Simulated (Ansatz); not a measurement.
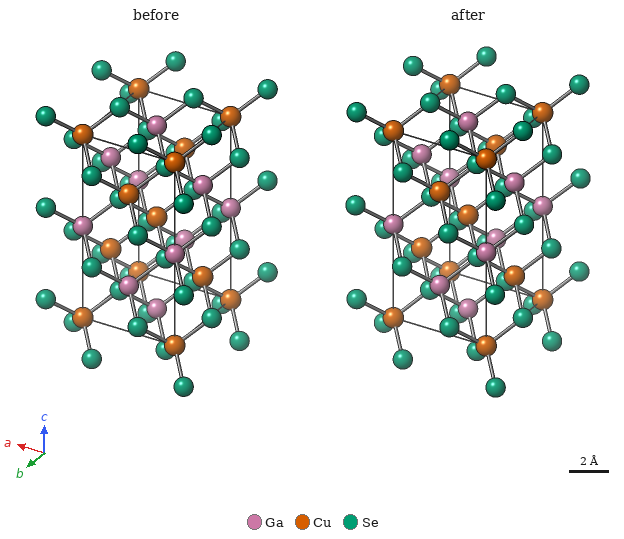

The structure of solid GaCuSe2 (built on the measured structure type) before (left) and after (right) a relaxation, at one scale.

The picture is a ball-and-stick view of the conventional cell (2 times the calculation's cell), seen from a free direction. Lengths and directions refer to the drawn axes.

These are results of DFT, PBE, plane waves, PAW (Ansatz 0.2.0), not measurements.

Input file:
```yaml
crystal:
  lattice:
    - [-2.80955, 2.80955, 5.513]
    - [2.80955, -2.80955, 5.513]
    - [2.80955, 2.80955, -5.513]
  atoms:
    - { symbol: Ga, position: [0.5, 0.5, 0.0] }
    - { symbol: Ga, position: [0.25, 0.75, 0.5] }
    - { symbol: Cu, position: [0.0, 0.0, 0.0] }
    - { symbol: Cu, position: [0.75, 0.25, 0.5] }
    - { symbol: Se, position: [0.375, 0.37562, 0.50062] }
    - { symbol: Se, position: [0.62438, 0.125, 0.99938] }
    - { symbol: Se, position: [0.875, 0.87438, 0.49938] }
    - { symbol: Se, position: [0.12562, 0.625, 0.00062] }
kpoints:
  mp_grid: { grid: [6, 6, 6] }
hamiltonian:
  xc: pbe
scf:
  occupations: { method: fermi_dirac, width: 0.02 }
relax:
  f_tol: 0.005
  cell: {}
```

Command:
```bash
ansatz run input.yaml --threads 2 --pin off --max-ram 20275MiB --backend cpu --events-out ev --progress --plain --runs-dir out
```

**Summarise the run.**

The energy falls by 11.1 meV per atom in 3 accepted moves (4 points after the start). Largest force component: 0.39 eV/Å at the start, 0.00078 eV/Å at the end. The pressure goes from 2.84 to −0.01 GPa. At 1 point the geometry stayed and the basis and grid were re-selected for the new cell (energy shift of 0.2 meV per atom at most each time). The largest moves relative to the cell, 0.039 Å, are those of Se5, Se6, Se7 and Se8. Se5 goes along −a. Ga and Cu stay in place. Cell: a = b 5.619 → 5.673 Å (+1.0 %), c 11.026 → 11.260 Å (+2.1 %). Volume +4.1 %. Some distances before and after: Ga1–Se5 2.416 → 2.471 Å, Cu3–Se5 2.420 → 2.430 Å. The space group stays I-42d (No. 122). The run took 63 s on 2 threads of AMD EPYC 7R13 Processor (Zen 3), on a shared host, peak memory 0.91 GiB.
